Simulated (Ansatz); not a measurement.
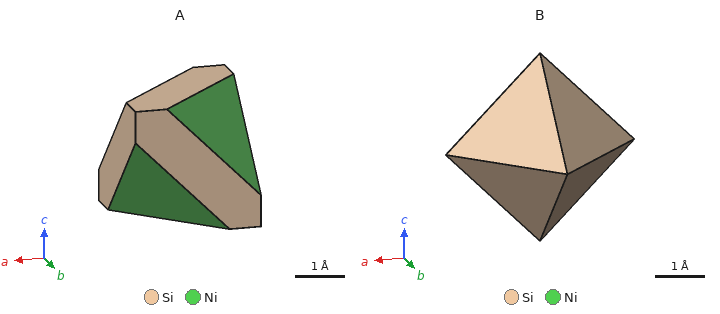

Computed Voronoi cells of the 2 sites of this structure, drawn to one scale and in one orientation; each face has the colour of the neighbour behind it.

Si2Ni, space group Fm-3m (No. 225), a = 5.406 Å, b = 5.406 Å, c = 5.406 Å, α = 90.00°, β = 90.00°, γ = 90.00°

```tsv
site	Wyckoff	x	y	z
Si	8c	0.7500	0.2500	0.7500
Ni	4a	0.0000	0.0000	0.0000
```

The structure is a calculation's input; it may be strained or unrelaxed.

Which cell belongs to which site?

A is Si (10 faces above 1 % of the solid angle, 14.2 Å³, facing Si 50 %, Ni 50 %); B is Ni (8 faces above 1 % of the solid angle, 11.1 Å³, facing only Si).
